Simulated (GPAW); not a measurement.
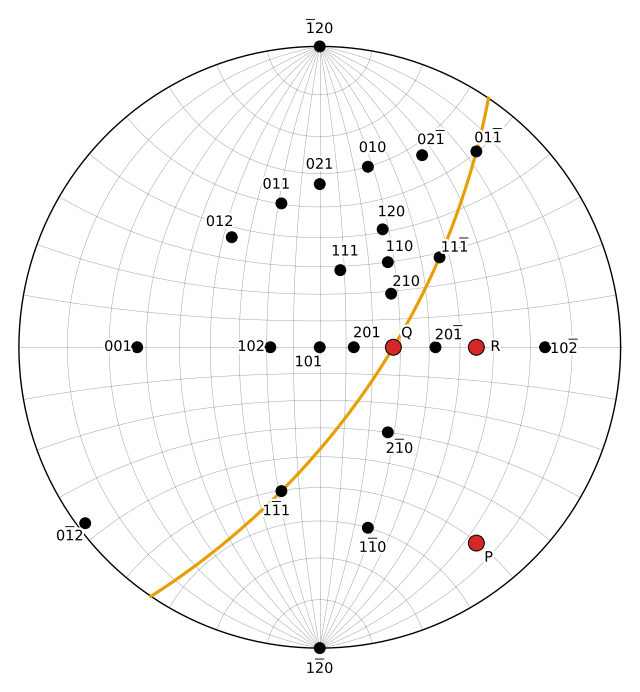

Crystal: Ni, a cell listed in the Materials Project, as set up for an electronic-structure calculation. Stereographic projection of plane normals (upper hemisphere) centred on (1 0 1). Geometry calculated from the standardised cell; symmetry tolerance 0.002 Å.

a = 2.448 Å, b = 2.448 Å, c = 4.073 Å, α = 90.00°, β = 90.00°, γ = 120.00°.

Question: Index the poles marked P, Q, R.

Answer: P is (1 −1 −1), in four indices (1 −1 0 −1), 79.6° from the centre; Q is (1 0 0), in four indices (1 0 −1 0), 27.5° from the centre; R is (1 0 −1), in four indices (1 0 −1 −1), 55.0° from the centre.

Question: Which zone does the coloured great circle trace?

Answer: The zone [0 1 1]: its poles satisfy k + l = 0.

Question: What is the angle between the normals of (1 −1 −1) and (1 0 −1), and what are their d_hkl = 1/|g|?

Answer: 52.7°; d = 1.881 Å and 1.881 Å.
